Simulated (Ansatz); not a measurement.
H

```
CELL_PARAMETERS angstrom
3.91248 0.00000 0.05530
0.00000 -7.11530 0.00000
-0.07267 0.00000 -5.05009
ATOMIC_POSITIONS crystal
H 0.99926 0.67059 0.82060
H 0.49926 0.17059 0.82060
H 0.49830 0.82941 0.32092
H 0.99830 0.32941 0.32092
H 0.50170 0.82941 0.17908
H 0.00170 0.32941 0.17908
H 0.00074 0.67059 0.67940
H 0.50074 0.17059 0.67940
```

Space group C2/c; a structure from a database of computed crystals, not necessarily the ambient phase; changed on purpose from its base cell (strained and moved within a subgroup); not relaxed (largest force 1.5 eV/Å).

Level of theory: DFT PBE, scalar-relativistic, plane waves, PAW (Ansatz).

**Predict the valence pseudo-density between the atoms.**

H–H (0.72 Å): the density is about 1.9 e/Å³ at the midpoint.

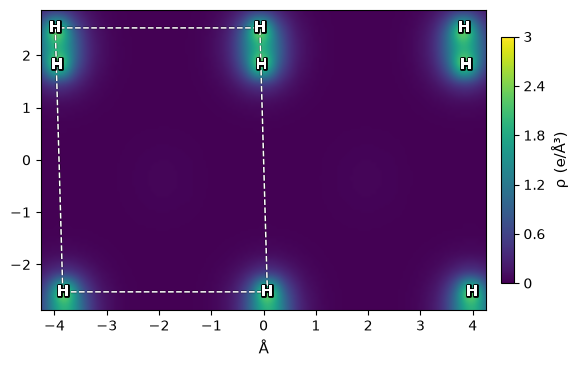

Computed valence pseudo-density on the (010) plane of the conventional cell. 

In a PAW calculation such maps are meaningful between the atoms, not at the nuclei.
